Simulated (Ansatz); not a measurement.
Geometry relaxation, with input and output: Cs₂I (part 2 of 3)

Cs₂I (P6₃/mmc, 6 atoms in the cell); DFT PBE, scalar-relativistic, plane waves, PAW, no spin polarisation (Ansatz 0.2.0); cutoff 420 eV, 6×6×1 k-mesh, Gaussian smearing of 0.1 eV. The structure was made by swapping elements on the sites of another compound; it need not be a known phase. It belongs to a series of runs on one base structure; here: 2H molybdenite type (P6_3/mmc, No. 194).

Geometry of the input (Å; fractional positions):
```
4.2061  0.0000  0.0000
-2.1031  3.6426  0.0000
0.0000  0.0000  16.3600
Cs 0.3333  0.6667  0.6275
Cs 0.6667  0.3333  0.1275
Cs 0.3333  0.6667  0.8725
Cs 0.6667  0.3333  0.3725
I  0.3333  0.6667  0.2500
I  0.6667  0.3333  0.7500
```

Output, continued:
```
relax step   6: F+E_penalty+E_count = -37714.62566221 eV  Δ(F+E_penalty+E_count) = -1.401e-1 eV  max|allowed force component| = 2.266e-2 eV/Å  Δτ_max = 0.0000 Å  P = +0.881 GPa  Ω = 406.213 Å³  stress off target by 1.01e0 GPa  SCF on the basis re-selected at this cell (its energy is not comparable with the rows above)  (7 SCF iters)
basis re-selected at this cell: Δ(F+E_penalty+E_count) = -1.401e-1 eV, ΔP = +0.617 GPa vs the last step (what re-selecting the basis moved, of the pressure what is left beyond the Pulay correction that the steps carried, after the strain that the cell walked since its last selection, with what the two solves' SCF thresholds leave and, on support functions, any second-order correction that the steps lacked; it is no measure of the basis error at this ecutwfc). The dense FFT grid was sized anew with the basis: this SCF ran on 36×36×128 points, the steps before it on 30×30×120, so part of this shift can come from that change (see relax.cell in the input reference). This SCF's stress stands 1.01e0 GPa from its target on what of the cell is left free (relax.cell.stress_tol is 4.00e-1 GPa) and its largest allowed force component is 2.27e-2 eV/Å (relax.f_tol is 4.00e-2 eV/Å): not within both, so this SCF does not close the relaxation
Crystal: 6 atoms, lattice volume = 439.100 Å³
Basis set: ecut = 420 eV, 8639 PW (Γ), exchange–correlation on 72×72×256 points (8 copies of the dense FFT grid, shifted against one another)
iter 1 solved again at ethr=2.39e-4 eV; its pass at ethr=3.10e-3 eV (dr2=1.67e-1 eV) is discarded
SCF iter   1: F=—  HF=-37714.825694 eV  |F-HF|=—  |Δ(HF+E_count)|=         —  Δρ=2.71e-3  dr2=1.71e-1  ethr=2.39e-4  ⟨swp⟩=1.7  Hψ=1630  notcnv=0
preconditioner: auto → LDOS  [insulator: Δε(μ)=0.385 eV  Ē_g=9.297 eV  σ=0.100 eV  W_gap=0.65  n_scr=66 (ndim 8)  ℏωp=10.9 eV  f_vac=0.049  D(μ)=3.12/eV (n_scr^D=6)  ε∞_Penn≈2.4  β→1.0]
SCF iter   2: F=—  HF=-37714.786151 eV  |F-HF|=—  |Δ(HF+E_count)|=   3.95e-2  Δρ=2.42e-3  dr2=5.74e-2  ethr=2.39e-4  ⟨swp⟩=4.6  Hψ=711  notcnv=0
SCF iter   3: F=—  HF=-37714.767121 eV  |F-HF|=—  |Δ(HF+E_count)|=   1.90e-2  Δρ=2.76e-4  dr2=1.34e-3  ethr=8.20e-5  ⟨swp⟩=2.9  Hψ=692  notcnv=0  defer=2
SCF iter   4: F=—  HF=-37714.766885 eV  |F-HF|=—  |Δ(HF+E_count)|=   2.36e-4  Δρ=1.06e-4  dr2=1.64e-4  ethr=1.91e-6  ⟨swp⟩=2.1  Hψ=533  notcnv=0  defer=2
SCF iter   5: F=—  HF=-37714.766884 eV  |F-HF|=—  |Δ(HF+E_count)|=   1.30e-6  Δρ=4.82e-5  dr2=2.58e-5  ethr=2.34e-7  ⟨swp⟩=2.1  Hψ=533  notcnv=0  defer=2
SCF iter   6: F=—  HF=-37714.766884 eV  |F-HF|=—  |Δ(HF+E_count)|=   7.98e-7  Δρ=1.66e-5  dr2=3.96e-6  ethr=3.68e-8  ⟨swp⟩=2.1  Hψ=449  notcnv=0  defer=2
SCF iter   7: F=-37714.766886 eV  HF=-37714.766886 eV  |F-HF|=6.91e-8  |Δ(HF+E_count)|=   1.28e-6  Δρ=4.83e-6  dr2=1.57e-7  ethr=8.57e-10  ⟨swp⟩=12.3  Hψ=1716  notcnv=0
SCF 7 converged in 7 iterations: F = -37714.766886 eV  dr2 = 1.57e-7
relax step   7: F+E_penalty+E_count = -37714.76688569 eV  Δ(F+E_penalty+E_count) = -1.412e-1 eV  max|allowed force component| = 5.167e-3 eV/Å  Δτ_max = 0.0318 Å  P = +0.395 GPa  Ω = 439.100 Å³  energy of the carried Pulay correction = -8.786e-4 eV  (7 SCF iters, dr2 threshold 6.00e-7 eV, accepted)
Crystal: 6 atoms, lattice volume = 479.453 Å³
Basis set: ecut = 420 eV, 9323 PW (Γ), exchange–correlation on 72×72×256 points (8 copies of the dense FFT grid, shifted against one another)
iter 1 solved again at ethr=3.96e-4 eV; its pass at ethr=3.10e-3 eV (dr2=2.77e-1 eV) is discarded
SCF iter   1: F=—  HF=-37714.914927 eV  |F-HF|=—  |Δ(HF+E_count)|=         —  Δρ=3.51e-3  dr2=2.80e-1  ethr=3.96e-4  ⟨swp⟩=1.7  Hψ=1868  notcnv=0
preconditioner: auto → LDOS  [insulator: Δε(μ)=0.314 eV  Ē_g=9.351 eV  σ=0.100 eV  W_gap=0.66  n_scr=66 (ndim 8)  ℏωp=10.5 eV  f_vac=0.066  D(μ)=2.99/eV (n_scr^D=6)  ε∞_Penn≈2.2  β→1.0]
SCF iter   2: F=—  HF=-37714.862024 eV  |F-HF|=—  |Δ(HF+E_count)|=   5.29e-2  Δρ=3.17e-3  dr2=1.12e-1  ethr=3.96e-4  ⟨swp⟩=5.4  Hψ=796  notcnv=0
SCF iter   3: F=—  HF=-37714.824526 eV  |F-HF|=—  |Δ(HF+E_count)|=   3.75e-2  Δρ=3.77e-4  dr2=1.79e-3  ethr=1.60e-4  ⟨swp⟩=2.9  Hψ=564  notcnv=0  defer=5
SCF iter   4: F=—  HF=-37714.823905 eV  |F-HF|=—  |Δ(HF+E_count)|=   6.22e-4  Δρ=2.77e-4  dr2=4.56e-4  ethr=2.56e-6  ⟨swp⟩=2.1  Hψ=533  notcnv=0  defer=5
SCF iter   5: F=—  HF=-37714.823709 eV  |F-HF|=—  |Δ(HF+E_count)|=   1.95e-4  Δρ=7.96e-5  dr2=5.92e-5  ethr=6.52e-7  ⟨swp⟩=2.0  Hψ=534  notcnv=0  defer=4
SCF iter   6: F=—  HF=-37714.823727 eV  |F-HF|=—  |Δ(HF+E_count)|=   1.78e-5  Δρ=2.63e-5  dr2=1.26e-5  ethr=8.45e-8  ⟨swp⟩=2.0  Hψ=532  notcnv=0  defer=4
SCF iter   7: F=—  HF=-37714.823730 eV  |F-HF|=—  |Δ(HF+E_count)|=   3.32e-6  Δρ=1.91e-5  dr2=1.18e-6  ethr=1.80e-8  ⟨swp⟩=2.4  Hψ=437  notcnv=0  defer=4
SCF iter   8: F=-37714.823730 eV  HF=-37714.823730 eV  |F-HF|=3.13e-8  |Δ(HF+E_count)|=   3.32e-7  Δρ=3.30e-6  dr2=4.26e-8  ethr=8.57e-10  ⟨swp⟩=17.3  Hψ=1647  notcnv=0
SCF 8 converged in 8 iterations: F = -37714.823730 eV  dr2 = 4.26e-8
relax step   8: F+E_penalty+E_count = -37714.82373010 eV  Δ(F+E_penalty+E_count) = -5.684e-2 eV  max|allowed force component| = 4.639e-2 eV/Å  Δτ_max = 0.0781 Å  P = +0.061 GPa  Ω = 479.453 Å³  energy of the carried Pulay correction = -2.549e-3 eV  (8 SCF iters, dr2 threshold 6.00e-7 eV, accepted)
Crystal: 6 atoms, lattice volume = 484.812 Å³
Basis set: ecut = 420 eV, 9431 PW (Γ), exchange–correlation on 72×72×256 points (8 copies of the dense FFT grid, shifted against one another)
iter 1 solved again at ethr=9.69e-6 eV; its pass at ethr=3.10e-3 eV (dr2=6.79e-3 eV) is discarded
SCF iter   1: F=—  HF=-37714.828783 eV  |F-HF|=—  |Δ(HF+E_count)|=         —  Δρ=8.79e-4  dr2=7.04e-3  ethr=9.69e-6  ⟨swp⟩=2.4  Hψ=1759  notcnv=0
preconditioner: auto → LDOS  [insulator: Δε(μ)=0.176 eV  Ē_g=9.205 eV  σ=0.100 eV  W_gap=0.71  n_scr=66 (ndim 8)  ℏωp=10.4 eV  f_vac=0.065  D(μ)=2.35/eV (n_scr^D=4)  ε∞_Penn≈2.3  β→1.0]
SCF iter   2: F=—  HF=-37714.828440 eV  |F-HF|=—  |Δ(HF+E_count)|=   3.44e-4  Δρ=6.60e-4  dr2=5.06e-3  ethr=9.69e-6  ⟨swp⟩=3.6  Hψ=687  notcnv=0
SCF iter   3: F=—  HF=-37714.826548 eV  |F-HF|=—  |Δ(HF+E_count)|=   1.89e-3  Δρ=8.67e-5  dr2=4.58e-5  ethr=7.23e-6  ⟨swp⟩=2.1  Hψ=454  notcnv=0
SCF iter   4: F=—  HF=-37714.826548 eV  |F-HF|=—  |Δ(HF+E_count)|=   1.56e-7  Δρ=5.06e-5  dr2=1.29e-5  ethr=6.55e-8  ⟨swp⟩=2.4  Hψ=544  notcnv=0
SCF iter   5: F=—  HF=-37714.826543 eV  |F-HF|=—  |Δ(HF+E_count)|=   4.75e-6  Δρ=1.54e-5  dr2=1.54e-6  ethr=1.84e-8  ⟨swp⟩=2.0  Hψ=540  notcnv=0
SCF iter   6: F=—  HF=-37714.826543 eV  |F-HF|=—  |Δ(HF+E_count)|=   1.56e-7  Δρ=3.38e-6  dr2=1.80e-7  ethr=2.20e-9  ⟨swp⟩=2.0  Hψ=541  notcnv=0
SCF iter   7: F=-37714.826543 eV  HF=-37714.826543 eV  |F-HF|=9.55e-9  |Δ(HF+E_count)|=   9.68e-8  Δρ=1.74e-6  dr2=2.09e-8  ethr=1.92e-10  ⟨swp⟩=9.7  Hψ=1458  notcnv=0
SCF 9 converged in 7 iterations: F = -37714.826543 eV  dr2 = 2.09e-8
relax step   9: F+E_penalty+E_count = -37714.82654321 eV  Δ(F+E_penalty+E_count) = -2.813e-3 eV  max|allowed force component| = 2.766e-2 eV/Å  Δτ_max = 0.0423 Å  P = -0.060 GPa  Ω = 484.812 Å³  energy of the carried Pulay correction = -2.769e-3 eV  (7 SCF iters, dr2 threshold 1.35e-7 eV, accepted)
Basis set: ecut = 420 eV, 9431 PW (Γ), exchange–correlation on 80×80×270 points (8 copies of the dense FFT grid, shifted against one another)
iter 1 solved again at ethr=4.10e-7 eV; its pass at ethr=3.10e-3 eV (dr2=2.87e-4 eV) is discarded
SCF iter   1: F=—  HF=-37714.746619 eV  |F-HF|=—  |Δ(HF+E_count)|=         —  Δρ=7.66e-4  dr2=9.11e-5  ethr=4.10e-7  ⟨swp⟩=4.3  Hψ=2324  notcnv=0
preconditioner: auto → LDOS  [insulator: Δε(μ)=0.158 eV  Ē_g=9.207 eV  σ=0.100 eV  W_gap=0.69  n_scr=66 (ndim 8)  ℏωp=10.4 eV  f_vac=0.062  D(μ)=2.40/eV (n_scr^D=4)  ε∞_Penn≈2.3  β→1.0]
SCF iter   2: F=—  HF=-37714.829131 eV  |F-HF|=—  |Δ(HF+E_count)|=   8.25e-2  Δρ=4.62e-5  dr2=2.50e-5  ethr=1.30e-7  ⟨swp⟩=3.1  Hψ=541  notcnv=0
SCF iter   3: F=—  HF=-37714.829102 eV  |F-HF|=—  |Δ(HF+E_count)|=   2.91e-5  Δρ=2.56e-5  dr2=2.84e-6  ethr=3.57e-8  ⟨swp⟩=2.0  Hψ=443  notcnv=0
SCF iter   4: F=—  HF=-37714.829266 eV  |F-HF|=—  |Δ(HF+E_count)|=   1.64e-4  Δρ=9.48e-6  dr2=1.11e-6  ethr=4.06e-9  ⟨swp⟩=2.0  Hψ=541  notcnv=0
SCF iter   5: F=—  HF=-37714.829267 eV  |F-HF|=—  |Δ(HF+E_count)|=   8.45e-7  Δρ=2.03e-6  dr2=4.01e-8  ethr=1.59e-9  ⟨swp⟩=2.0  Hψ=541  notcnv=0
SCF iter   6: F=—  HF=-37714.829267 eV  |F-HF|=—  |Δ(HF+E_count)|=   8.74e-8  Δρ=7.13e-7  dr2=6.98e-9  ethr=5.73e-11  ⟨swp⟩=2.4  Hψ=544  notcnv=0
SCF iter   7: F=-37714.829267 eV  HF=-37714.829267 eV  |F-HF|=5.46e-10  |Δ(HF+E_count)|=   8.98e-9  Δρ=2.77e-7  dr2=1.21e-9  ethr=5.49e-12  ⟨swp⟩=10.6  Hψ=1366  notcnv=0
SCF 10 converged in 7 iterations: F = -37714.829267 eV  dr2 = 1.21e-9
relax step  10: F+E_penalty+E_count = -37714.82926670 eV  Δ(F+E_penalty+E_count) = -2.723e-3 eV  max|allowed force component| = 2.767e-2 eV/Å  Δτ_max = 0.0000 Å  P = -0.052 GPa  Ω = 484.812 Å³  stress off target by 5.86e-2 GPa  SCF on the basis re-selected at this cell (its energy is not comparable with the rows above)  (7 SCF iters)
```

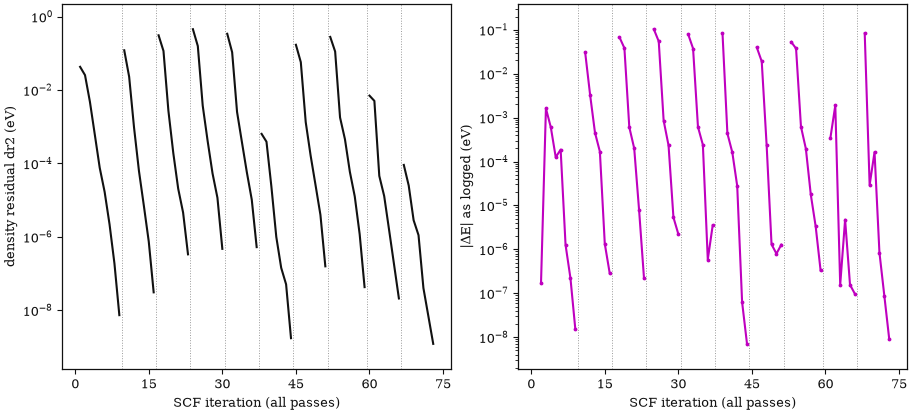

Convergence of the self-consistent field: density residual dr2 and size of the energy change against the SCF iteration. The dotted lines part the SCF passes of the relaxation: geometry steps, rejected trials and re-solves on a re-selected basis. The 10 passes take 7 to 9 iterations each, 73 in all.

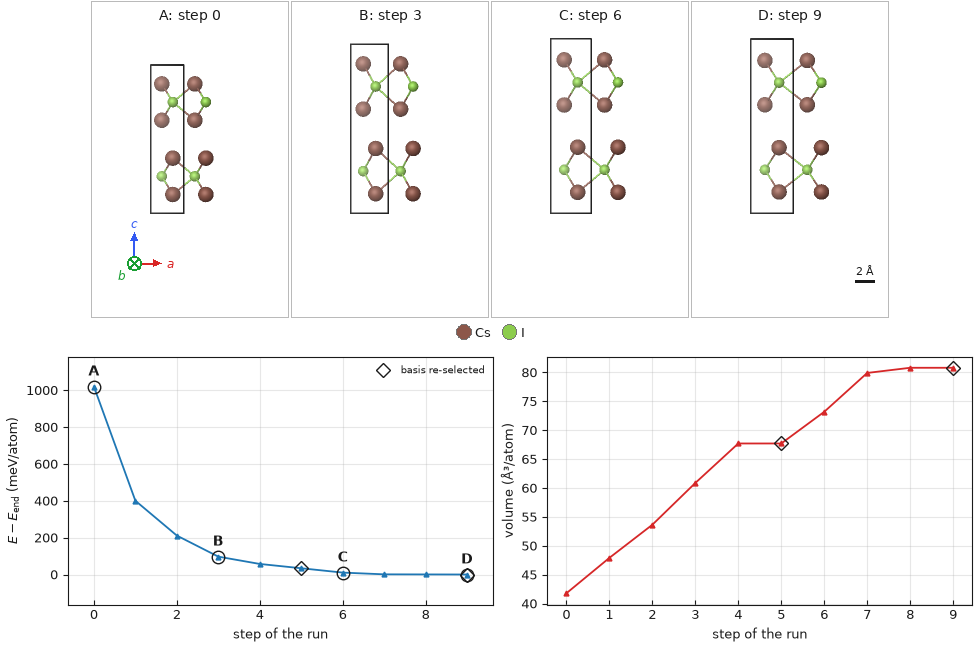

Frames of the relaxation (ball-and-stick view of the cell of the calculation, repeated 2 × 1 × 1, along the b axis) above the curves, on which the letters mark them (the first geometry is step 0 here and step 1 in the log).

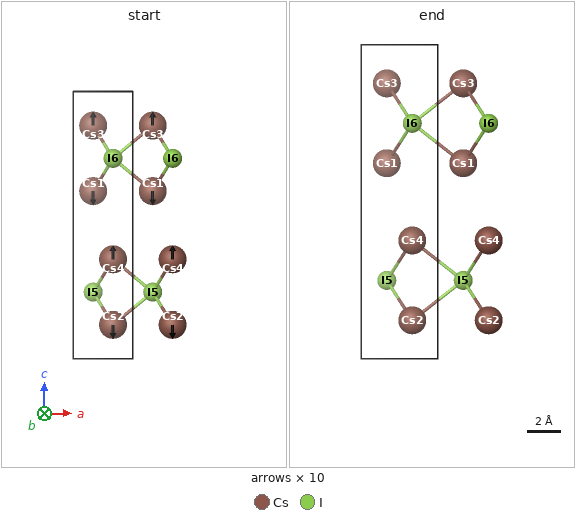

Before (left) and after (right) the relaxation, at one scale (ball-and-stick view of the cell of the calculation, repeated 2 × 1 × 1, along the b axis). The black arrows give the displacements (without the part carried along by the change of the cell), magnified 10 times. After 7 geometry steps the energy has fallen by 1019 meV per atom. Largest force component: 2.8 eV/Å at the start, 0.028 eV/Å at the end. Pressure: 14.77 GPa at the start and −0.05 GPa at the end. 1 further SCF at an unchanged geometry re-selected the plane-wave basis for the new cell. The largest moves relative to the cell, 0.088 Å, are those of Cs1, Cs2, Cs3 and Cs4. I stays in place. Cell: a = b 4.206 → 5.397 Å (+28.3 %), c 16.360 → 19.218 Å (+17.5 %). Volume +93.4 %. Among the contacts that change: Cs1–I6 3.149 → 3.959 Å. Among the angles that change: Cs1–I6–Cs3 79.1° → 76.2°, I6–Cs3–I6 83.8° → 86.0°, Cs1–I6–Cs1 83.8° → 86.0°. The space group stays P6_3/mmc (No. 194). The energy change given includes the shifts at the re-selections in mid-walk, which come without any move. A last SCF at the same geometry on a re-selected plane-wave basis shifts the energy by −0.5 meV per atom. (Atoms are counted from 1 in the order of the input.)

```
basis re-selected at this cell: Δ(F+E_penalty+E_count) = -2.723e-3 eV, ΔP = +0.008 GPa vs the last step (what re-selecting the basis moved, of the pressure what is left beyond the Pulay correction that the steps carried, after the strain that the cell walked since its last selection, with what the two solves' SCF thresholds leave and, on support functions, any second-order correction that the steps lacked; it is no measure of the basis error at this ecutwfc). The dense FFT grid was sized anew with the basis: this SCF ran on 40×40×135 points, the steps before it on 36×36×128, so part of this shift can come from that change (see relax.cell in the input reference). This SCF's stress stands 5.86e-2 GPa from its target on what of the cell is left free (relax.cell.stress_tol is 4.00e-1 GPa) and its largest allowed force component is 2.77e-2 eV/Å (relax.f_tol is 4.00e-2 eV/Å): within both
SCF converged after 7 iterations
Free energy (F): -37714.829267 eV
Harris-Foulkes:  -37714.829267 eV  (|F-HF|=5.46e-10)
Internal energy: -37714.817337 eV  (E = F + TS)
E sigma→0 (E₀):  -37714.823302 eV
Entropy (-TS):   -0.011930 eV (-1.988 meV/atom)
Fermi energy:    3.616640 eV
--- Per-component energies (eV) ---
  E_band       = -1213.525728
  E_kinetic    = 943.293657
  E_local      = -7887.899704  (includes V_loc(G=0)·N_el)
  E_nonlocal   = -60.011025
  E_hartree    = 3734.554311
  E_xc         = -950.749248
  E_vxc        = -759.370162  (∫ρ·V_xc dr)
  E_paw        = -29900.776200  (= ΣΔE_a)
  E_vpaw       = -918.646517  (= ΣTr[D̂ρ^β])
  E_aug_tail   = -0.000017  (compensation charges beyond the density's cutoff)
  E_ewald      = -3593.229110
  E_smearing   = -0.011930  (= −TS)
  E_closure    = -0.000000  (closes the sum)
  Σ components = -37714.829267   (vs F -37714.829267, Δ=0.00e0)
--- Forces (eV/Å), atoms counted from 1 ---
  atom   1  Cs     0.00000000    -0.00000000     0.02766610
  atom   2  Cs     0.00000000     0.00000000     0.02766610
  atom   3  Cs     0.00000000    -0.00000000    -0.02766610
  atom   4  Cs     0.00000000     0.00000000    -0.02766610
  atom   5  I     -0.00000000     0.00000000     0.00000000
  atom   6  I      0.00000000    -0.00000000     0.00000000
  max |Σ_I F_I| component: 2.89e-19 eV/Å
```
